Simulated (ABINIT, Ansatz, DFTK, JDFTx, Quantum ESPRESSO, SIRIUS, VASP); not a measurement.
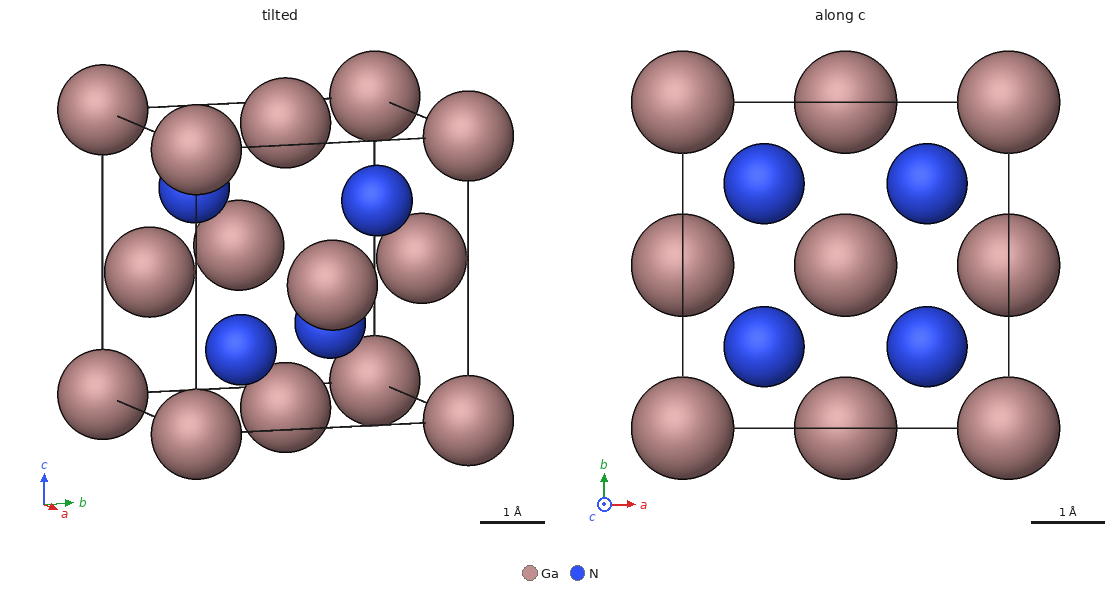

GaN, zinc blende type, space group F-43m (No. 216), a = 4.507 Å, b = 4.507 Å, c = 4.507 Å, α = 90.00°, β = 90.00°, γ = 90.00° (11.44 Å³/atom). The crystal in a spheres-only representation, seen slightly off an axis and along the c axis. Lines trace the edges of the conventional unit cell. The cell is a structure listed in the Materials Project.

The cell was scaled uniformly, at fixed shape and fractional positions, in eight programs or potential sets. Alike in all runs: functional PBE; k mesh 10 × 10 × 10 on the run's cell of 2 atoms; occupations fermi-dirac, width 0.05 eV; no spin polarisation; no spin-orbit coupling.

Energies from Ansatz (Ansatz PAW soft_1):

| volume (Å³/atom) | E − E(lowest point) (meV/atom) |
| --- | --- |
| 10.757 | 54.04 |
| 10.986 | 30.91 |
| 11.215 | 14.66 |
| 11.444 | 4.58 |
| 11.673 | 0.00 |
| 11.902 | 0.43 |
| 12.131 | 5.35 |

Q: What equilibrium volume and bulk modulus do these points give?

A: V0 = 11.77 Å³/atom (a0 = 4.549 Å), B0 = 172 GPa and B0′ = 4.4. V0 lies 2.8 % above the volume of the cell as given.

The same fit in all programs:

| program | V0 (Å³/atom) | a0 (Å) | B0 (GPa) | B0′ |
| --- | --- | --- | --- | --- |
| Ansatz (Ansatz PAW soft_1) | 11.77 | 4.549 | 172 | 4.4 |
| Ansatz LAPW (all-electron) | 11.76 | 4.548 | 172 | 4.4 |
| Quantum ESPRESSO (SSSP 1.3 efficiency) | 11.77 | 4.549 | 172 | 4.5 |
| ABINIT (JTH PAW PBE v2.0) | 11.80 | 4.554 | 172 | 4.3 |
| JDFTx (PseudoDojo 0.5 standard) | 11.77 | 4.550 | 172 | 4.4 |
| VASP (PBE potentials, release 64 Ga_d, N) | 11.77 | 4.550 | 170 | 4.4 |
| SIRIUS (PseudoDojo 0.4.1 standard) | 11.77 | 4.550 | 172 | 4.4 |
| DFTK (PseudoDojo 0.4.1 standard) | ? | ? | ? | ? |

Q: Estimate the row of DFTK (PseudoDojo 0.4.1 standard).

A: V0 = 11.77 Å³/atom, a0 = 4.550 Å, B0 = 172 GPa and B0′ = 4.4. The other rows span 11.76 to 11.80 Å³/atom and 170 to 172 GPa.

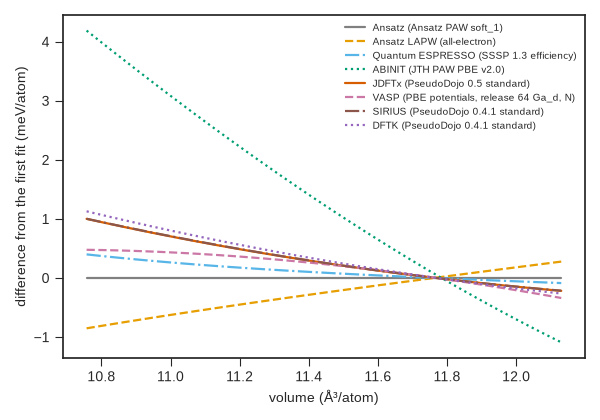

Each fitted curve, counted from its own minimum, less that of Ansatz (Ansatz PAW soft_1). With one functional throughout, the spread comes from potentials, basis sets and numerical settings; B0′ is uncertain by a few tenths over so narrow a range.
